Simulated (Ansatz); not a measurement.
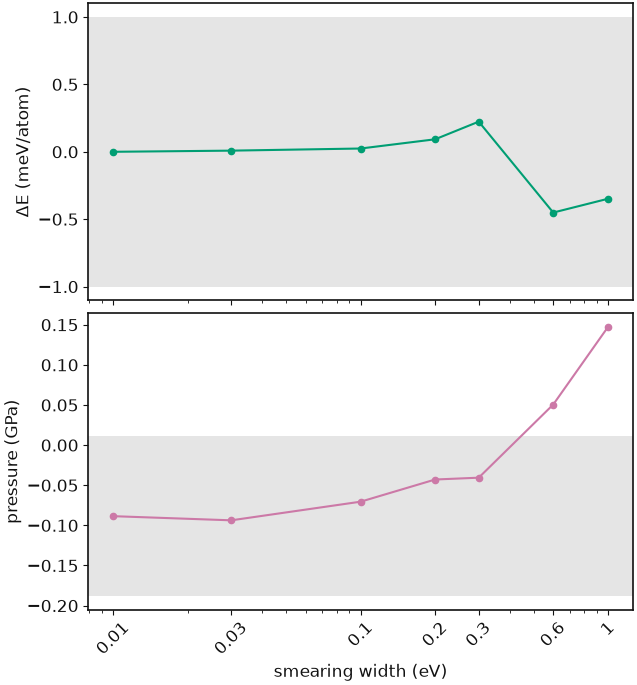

Convergence test: the smearing width is varied and all else is held.
System: Ag (Fm-3m, 1 atom in the cell).
Method: DFT, LDA (PW92), plane waves (420 eV) with PAW, scalar-relativistic (Ansatz 0.2.0); 13×13×13 k-mesh, Methfessel–Paxton smearing.
ΔE is the free energy less its value at the smallest setting, 0.01 eV.
Dashed lines or grey bands mark the tolerance: 1 meV/atom and 0.1 GPa.

> From which setting is the free energy converged to 1 meV/atom?

The free energy is within 1 meV/atom of the smallest setting's value at every setting shown, 1 eV included. The largest deviation is 0.5 meV/atom.

> And the pressure, to 0.1 GPa?

The pressure is within 0.1 GPa of the smallest setting's value from 0.3 eV down. It is 0.15 GPa at 1 eV, 0.05 GPa at 0.6 eV and −0.09 GPa at 0.01 eV.
